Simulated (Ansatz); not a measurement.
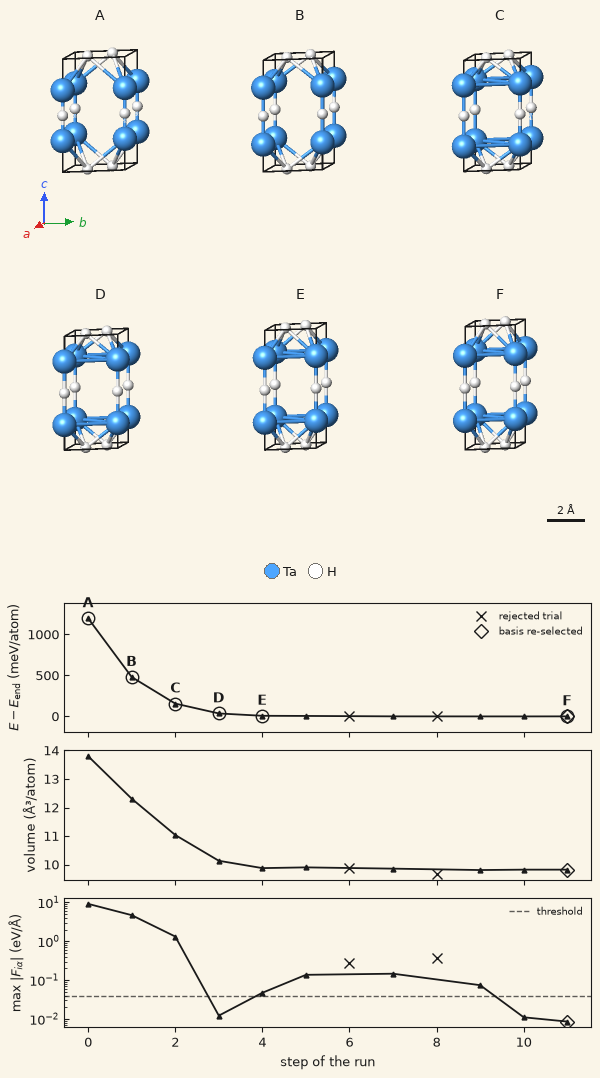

Frames of a relaxation of crystalline Ta2H3 (a generated structure, set up in P6/mmm) (coarse preliminary run), marked on the history of the run. The picture is a ball-and-stick view of the cell of the calculation, seen slightly off an axis.

The calculation used Ansatz 0.2.0, DFT PBE, scalar-relativistic, plane waves, PAW.

The input:
```yaml
crystal:
  lattice:
    - [3.58560313, 0.0, 0.0]
    - [-1.79280157, 3.1052234, 0.0]
    - [0.0, 0.0, 6.19717331]
  atoms:
    - { symbol: Ta, position: [0.0, 0.0, 0.27562868] }
    - { symbol: Ta, position: [0.0, 0.0, 0.72437132] }
    - { symbol: H, position: [0.0, 0.0, 0.5] }
    - { symbol: H, position: [0.33333333, 0.66666667, 0.0] }
    - { symbol: H, position: [0.66666667, 0.33333333, 0.0] }
basis:
  ecutwfc: 420
kpoints:
  mp_grid: { grid: [6, 6, 4] }
hamiltonian:
  xc: pbe
scf:
  occupations: { method: gaussian, width: 0.1 }
  lower_state_search: "off"
output:
  forces: true
  stress: true
  eigenvalues: true
relax:
  adjacent_minimum: "off"
  f_tol: 0.04
  max_steps: 70
  cell: { stress_tol: 0.4 }
```

Launched with:
```bash
ansatz run input.yaml --threads 1 --pin off --max-ram 2560MiB --backend cpu --events-out ev --progress --plain --runs-dir out
```

Describe the path.

Answer. The energy falls by 1197 meV per atom in 8 accepted moves (11 points after the start). Largest force component: 9.2 eV/Å at the start, 0.0086 eV/Å at the end. Pressure: −6.99 GPa at the start and −0.13 GPa at the end. The line search rejected the trial steps at points 6, 8 of the run. The SCF was repeated once at an unchanged geometry on a basis and grid sized afresh for the cell, which shifted the energy by 0.6 meV per atom at most. The largest moves relative to the cell, 0.27 Å, are those of Ta1 and Ta2. Ta1 goes along −c. H stays in place. The drawn cell changes as follows: a = b 3.586 → 2.899 Å (−19.1 %), c 6.197 → 6.748 Å (+8.9 %); the volume changes by −28.8 %. Near-neighbour distances that change, for instance: Ta1–Ta2 2.781 → 3.564 Å, Ta1–Ta1 3.586 → 2.899 Å, Ta1–H3 1.390 → 1.782 Å, Ta1–H4 2.684 → 2.310 Å. The space group stays P6/mmm (No. 191). Cost: 23 s on 1 thread of Arm Neoverse V1, with other jobs on the host, peak memory 0.33 GiB. From step 0 to 1: Ta atoms move most (0.19 Å), volume −10.8 %, energy −717 meV per atom. From step 1 to 2: Ta atoms move most (0.12 Å), volume −10.3 %, energy −324 meV per atom. From step 2 to 3: Ta atoms move most (0.02 Å), volume −8.2 %, energy −120 meV per atom. From step 3 to 4: Ta atoms move most (0.05 Å), volume −2.5 %, energy −28.7 meV per atom. From step 4 to 11: Ta atoms move most (0.05 Å), volume −0.5 %, energy −7.0 meV per atom.

```json
{"step": "0", "E − E(0), meV/atom": "0.00", "largest force component, eV/Å": "9.1979", "pressure, GPa": "-6.99", "volume, Å³/atom": "13.800", "note": ""}
{"step": "1", "E − E(0), meV/atom": "-717.00", "largest force component, eV/Å": "4.7063", "pressure, GPa": "-13.32", "volume, Å³/atom": "12.310", "note": ""}
{"step": "2", "E − E(0), meV/atom": "-1041.26", "largest force component, eV/Å": "1.3262", "pressure, GPa": "-7.29", "volume, Å³/atom": "11.038", "note": ""}
{"step": "3", "E − E(0), meV/atom": "-1161.71", "largest force component, eV/Å": "0.0122", "pressure, GPa": "1.41", "volume, Å³/atom": "10.135", "note": ""}
{"step": "4", "E − E(0), meV/atom": "-1190.39", "largest force component, eV/Å": "0.0473", "pressure, GPa": "0.98", "volume, Å³/atom": "9.877", "note": ""}
{"step": "5", "E − E(0), meV/atom": "-1192.19", "largest force component, eV/Å": "0.1371", "pressure, GPa": "0.14", "volume, Å³/atom": "9.903", "note": ""}
{"step": "6", "E − E(0), meV/atom": "-1191.10", "largest force component, eV/Å": "0.2815", "pressure, GPa": "-0.74", "volume, Å³/atom": "9.896", "note": "rejected"}
{"step": "7", "E − E(0), meV/atom": "-1197.24", "largest force component, eV/Å": "0.1465", "pressure, GPa": "-0.32", "volume, Å³/atom": "9.859", "note": ""}
{"step": "8", "E − E(0), meV/atom": "-1188.52", "largest force component, eV/Å": "0.3637", "pressure, GPa": "2.49", "volume, Å³/atom": "9.674", "note": "rejected"}
{"step": "9", "E − E(0), meV/atom": "-1197.86", "largest force component, eV/Å": "0.0743", "pressure, GPa": "0.10", "volume, Å³/atom": "9.810", "note": ""}
{"step": "10", "E − E(0), meV/atom": "-1197.97", "largest force component, eV/Å": "0.0111", "pressure, GPa": "-0.04", "volume, Å³/atom": "9.824", "note": ""}
{"step": "11", "E − E(0), meV/atom": "-1197.37", "largest force component, eV/Å": "0.0086", "pressure, GPa": "-0.13", "volume, Å³/atom": "9.824", "note": "same geometry, new basis"}
```
